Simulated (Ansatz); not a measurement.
Ir (Fd-3m, No. 227): the end point of a relaxation with Ansatz, DFT, revPBE, plane waves (420 eV) with PAW, scalar-relativistic; the starting structure was generated, so it need not be a known form of this composition.

```
Ir
1.0
     5.59080    0.00000    0.00000
     0.00000    5.59080    0.00000
     0.00000    0.00000    5.59080
Ir
8
Direct
  0.75000 0.75000 0.75000
  0.00000 0.50000 0.00000
  0.75000 0.25000 0.25000
  0.00000 0.00000 0.50000
  0.25000 0.75000 0.25000
  0.50000 0.50000 0.50000
  0.25000 0.25000 0.75000
  0.50000 0.00000 0.00000
```

What will a map of the projected electrostatic potential along [210] show? Computed as the sum of neutral-atom potentials (tabulated electron scattering factors, B = 0.5 Å²) projected along the beam and smoothed by 0.25 Å; brighter is more positive. The display is stretched by a gamma of 0.7; percentages refer to the linear signal.

The columns repeat on a centred rectangular net of 1.25 × 2.80 Å (plane group c2mm). All columns are alike (Ir). The shortest distance between visible columns is 1.25 Å in projection. Along the beam the structure repeats every 12.50 Å.

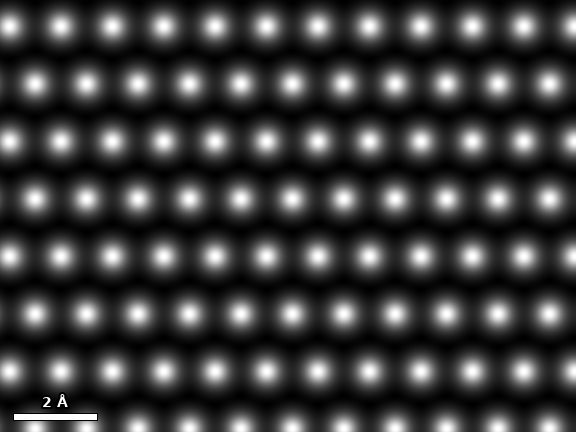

The simulated image.
